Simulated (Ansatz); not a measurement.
Consider this structure.

```
Si
1.0
     4.77950    0.00000    0.00000
     0.00000    4.77950    0.00000
     0.00000    0.00000    2.75889
Si
4
Direct
  0.50000 0.00000 0.75000
  0.50000 0.50000 0.50000
  0.00000 0.50000 0.25000
  0.00000 0.00000 0.00000
```

### Work out the structure from the coordinates.

The element is silicon. Space group I4_1/amd (No. 141), lattice body-centred tetragonal. The arrangement is known as β-tin type. The cell holds four atoms. About every Si there are four Si at 2.49 Å. The bonds build a three-dimensional framework.

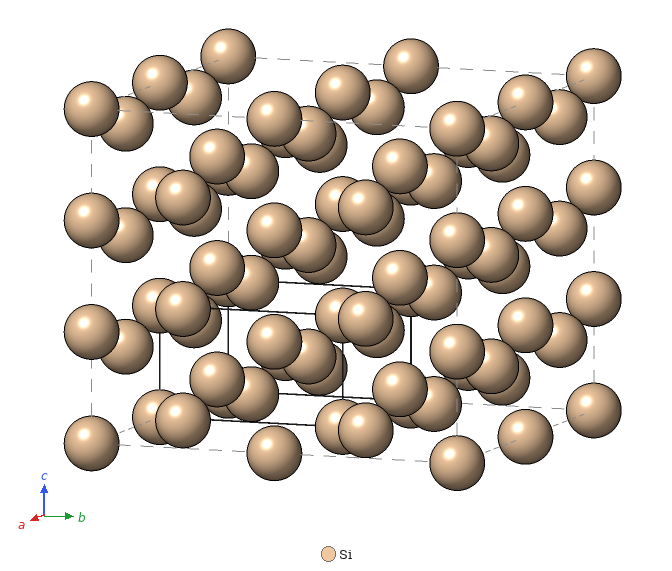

View slightly off an axis, drawn as a spheres-only model. The drawing covers 2×2×3 cells, and the solid lines enclose one conventional unit cell. Colours: silicon light orange.

The model was built from a structure listed in the Materials Project. The cell was then strained or its atoms displaced on purpose. It was the input of a calculation with Ansatz.

At this level of theory the cell isn't at rest (stretched, at -4 GPa), so its distances can differ from those at equilibrium, the more so the softer the solid.
